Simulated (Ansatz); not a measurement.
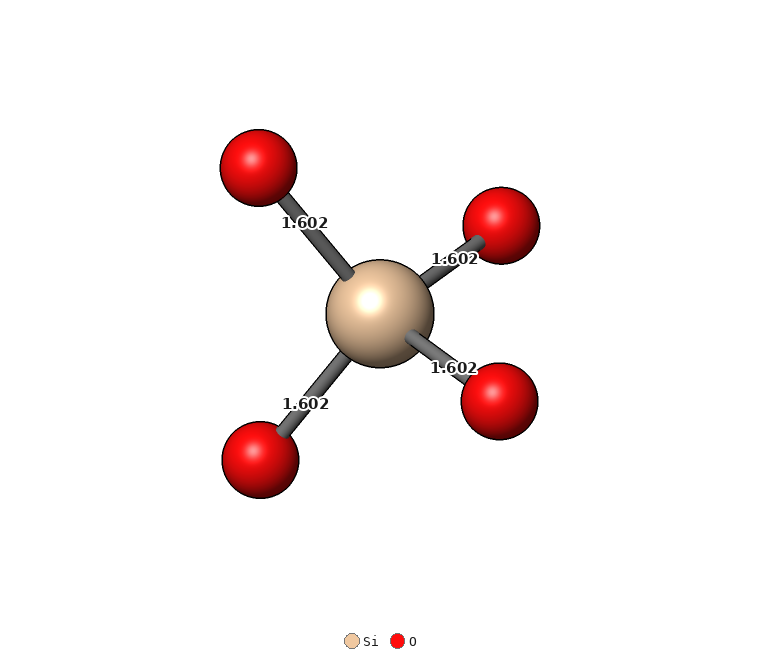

The surroundings of site Si1 (at 0.500, 0.000, 0.500) in SiO2 (Fd-3m, No. 227), with bond lengths in Å.

Origin of the cell: coordinates from a relaxation with DFT r2SCAN, scalar-relativistic, plane waves, PAW (Ansatz 0.2.0).

```
CELL_PARAMETERS angstrom
7.40126 0.00000 0.00000
0.00000 7.40126 0.00000
0.00000 0.00000 7.40126
ATOMIC_POSITIONS crystal
Si 0.50000 0.00000 0.50000
Si 0.25000 0.25000 0.25000
O 0.12500 0.12500 0.12500
O 0.62500 0.87500 0.37500
O 0.87500 0.87500 0.12500
O 0.37500 0.12500 0.37500
Si 0.50000 0.50000 0.00000
Si 0.25000 0.75000 0.75000
O 0.12500 0.62500 0.62500
O 0.62500 0.37500 0.87500
O 0.87500 0.37500 0.62500
O 0.37500 0.62500 0.87500
Si 0.00000 0.00000 0.00000
Si 0.75000 0.25000 0.75000
O 0.62500 0.12500 0.62500
O 0.12500 0.87500 0.87500
O 0.37500 0.87500 0.62500
O 0.87500 0.12500 0.87500
Si 0.00000 0.50000 0.50000
Si 0.75000 0.75000 0.25000
O 0.62500 0.62500 0.12500
O 0.12500 0.37500 0.37500
O 0.37500 0.37500 0.12500
O 0.87500 0.62500 0.37500
```

Bond valence s = exp((R0 − d)/b), R0 fitted to published crystal structures with b = 0.37 Å; R0 in Å: Si4+–O 1.620.

### Calculate the bond-valence sum of Si1 from the bonds drawn.

4 × 1.050 = 4.20 v.u., against a formal valence of 4: overbonded (bonds short for this ion) by 0.20.

### And over the whole structure?

```tsv
site	x, y, z	formal valence	bond-valence sum	difference
Si1	0.500, 0.000, 0.500	+4	4.21	0.21
O1	0.125, 0.125, 0.125	−2	2.11	0.11
```

These sums include all anions within 5 Å. The global instability index (root mean square of the differences over all atoms) is 0.15 v.u.: moderate strain, common in real structures.
